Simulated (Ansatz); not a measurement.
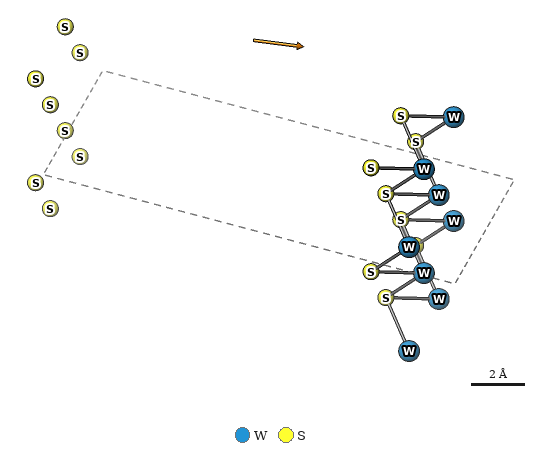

Solid WS2 (P-6m2): the crystal above a cut along the (1 0 0) plane of the conventional cell (between a plane of S below and one of W above, 1.82 Å apart) is slid rigidly by fractions of an in-plane lattice vector 17.24 Å long (a generalised stacking fault). One cut stands in each cell, which starts 10.9 Å high; nothing is relaxed, and the dashed outline marks the cut, the arrow on top the direction of slip. The picture shows the perfect crystal around the cut (dashed). Style: ball-and-stick. Shown: the layers on both sides of the cut, obliquely from above.

Theory: DFT PBEsol, scalar-relativistic, plane waves, PAW in Ansatz 0.2.0. (plane-wave cutoff 420 eV; k-point mesh 8 × 2 × 3; occupations gaussian; smearing width 0.05 eV; no spin polarisation). Energies (free energies at the smearing named) are counted from the relaxed crystal.

```
W S
1.0
     1.57289   -2.72432    0.00000
     0.00000    0.00000  -16.95342
     9.43733    5.44864    0.00000
W S
4 8
Direct
  0.50000 0.00000 0.08333
  0.00000 0.00000 0.33333
  0.50000 0.00000 0.58333
  0.00000 0.00000 0.83333
  0.00000 0.09242 0.16667
  0.50000 0.09242 0.41667
  0.00000 0.09242 0.66667
  0.50000 0.09242 0.91667
  0.00000 0.90758 0.16667
  0.50000 0.90758 0.41667
  0.00000 0.90758 0.66667
  0.50000 0.90758 0.91667
```

**Predict the energy profile (the slip: 0.000, 0.083, 0.167, 0.250, 0.333, 0.417, 0.500, 0.583, 0.667, 0.750, 0.833, 0.917, 1.000).**

```csv
slip (fraction of the lattice vector),γ (mJ/m²)
0.000,0
0.083,1726
0.167,972
0.250,1446
0.333,1612
0.417,1641
0.500,1645
0.583,1641
0.667,1612
0.750,1446
0.833,972
0.917,1726
1.000,0
```

Points that are alike by symmetry were computed once.

The curve starts and ends at zero, since a full lattice vector restores the crystal. Its highest computed point is 1726 mJ/m² at slip 0.083 and 0.917. The local minimum at 0.167 (972 mJ/m²) is a metastable fault on this line; the lower of the two humps that part it from the perfect crystal is 1726 mJ/m² high. The local minimum at 0.833 (972 mJ/m²) is a metastable fault on this line; the lower of the two humps that part it from the perfect crystal is 1726 mJ/m² high. The path is symmetric about half-way. Relaxation across the fault would lower the values. The band gap on the mesh, 2.09 eV in the reference, closes at 0.25, 0.333, 0.417, 0.50.

Limits of the set-up: layers or molecules are held without a dispersion correction, so their spacing is unreliable.
